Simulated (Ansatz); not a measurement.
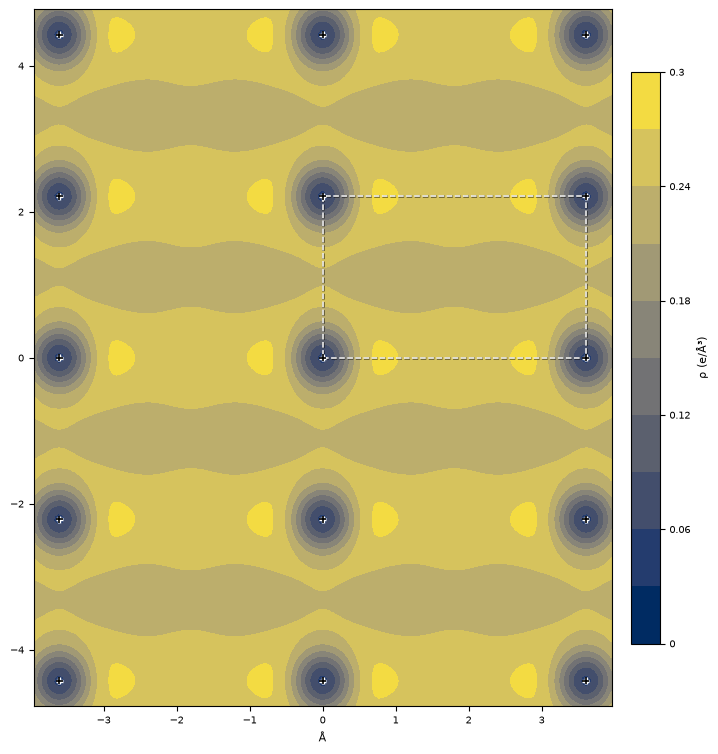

The valence electron density on a plane through atoms (crosses mark nuclei in the plane).

Theory: DFT, PBEsol, plane waves (420 eV) with PAW, scalar-relativistic (Ansatz 0.2.0).

Candidates:
A. Be, a = 3.61 Å, b = 3.61 Å, c = 2.21 Å, α = 90.00°, β = 90.00°, γ = 120.00°. Space group P6/mmm; set up as Be, omega (AlB2-type); a generated structure, not necessarily the stable one; changed on purpose from its base cell (volume × 1.04); computed pressure about −4 GPa in this cell.
B. Al, a = 2.75 Å, b = 2.75 Å, c = 9.11 Å, α = 90.00°, β = 90.00°, γ = 120.00°. Space group P6₃/mmc; set up as Al, dhcp; a generated structure, not necessarily the stable one; changed on purpose from its base cell (volume × 0.92); computed pressure about 8 GPa in this cell.
C. Si, a = 3.83 Å, b = 3.83 Å, c = 3.83 Å, α = 90.00°, β = 90.00°, γ = 90.00°. Space group Fm-3m; set up as Si, fcc; a generated structure, not necessarily the stable one; changed on purpose from its base cell (volume × 1.0).

Which candidate gave the map?

Answer. Candidate A: Be on the (010) plane of the conventional cell, which holds Be. Be–Be (2.21 Å): ρ is about 0.24 e/Å³ halfway.
